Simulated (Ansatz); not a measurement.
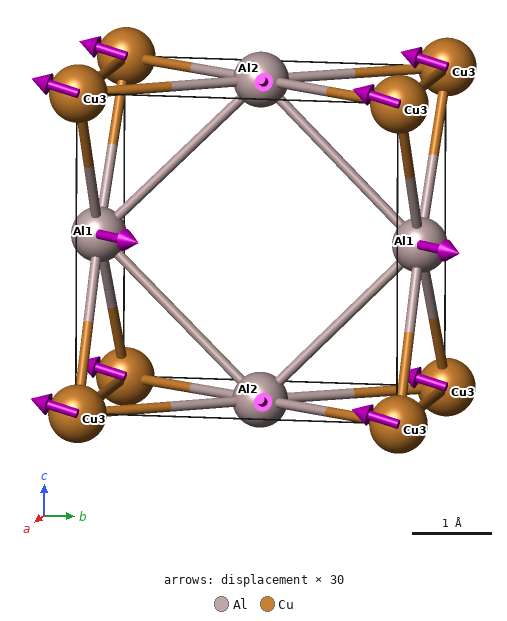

This is a relaxation of crystalline Al$_{2}$Cu (set up in P1). The starting structure is drawn; purple arrows show the displacements (the part carried along by the change of the cell is left out), 30 times their true length.

A ball-and-stick model of the cell of the calculation, reduced to other axes, seen slightly off an axis. Lengths and directions refer to the drawn axes.

Case: all atoms moved at random, sigma 0.02 Å for each component, cell strained at random, sigma 0.01; relaxed back.

Theory: DFT r2SCAN, scalar-relativistic, plane waves, PAW in Ansatz 0.2.0. Settings: plane-wave cutoff 500 eV; k-point mesh 8 × 8 × 12; occupations gaussian; smearing width 0.15 eV; no spin polarisation; cell and atoms relaxed; force threshold 0.01 eV/Å; at most 80 steps.

### Describe the change and its energy.

The energy falls by 5.4 meV per atom in 3 accepted moves (4 points after the start). The largest force component goes from 0.13 to 0.00095 eV/Å. Pressure: −2.07 GPa at the start and 0.00 GPa at the end. At 1 point the geometry stayed and the basis and grid were re-selected for the new cell (energy shift of 0.1 meV per atom at most each time). The largest move relative to the cell is that of Al1, 0.022 Å roughly along [1 1 0]. By element the largest moves are Al 0.022 Å, Cu 0.022 Å. Cell: a 2.846 → 2.842 Å (−0.1 %), b 4.173 → 4.097 Å (−1.8 %), c 4.110 → 4.097 Å (−0.3 %), α 89.7° → 90.0°, β 90.7° → 90.0°, γ 89.6° → 90.0°. Volume −2.2 %. Some distances before and after: Al2–Cu3 2.549 → 2.493 Å, Al1–Al2 2.952 → 2.897 Å, Al1–Cu3 2.528 → 2.493 Å, Al2–Cu3 (another image) 2.520 → 2.493 Å. Within 0.06 Å the space group is P2 at the start and P4/mmm at the end; at a tighter tolerance small leftover displacements or strains of the cell lower it. The run took 85 s on 2 threads of Intel(R) Xeon(R) 6975P-C (Granite Rapids), with other jobs on the host, peak memory 0.87 GiB.
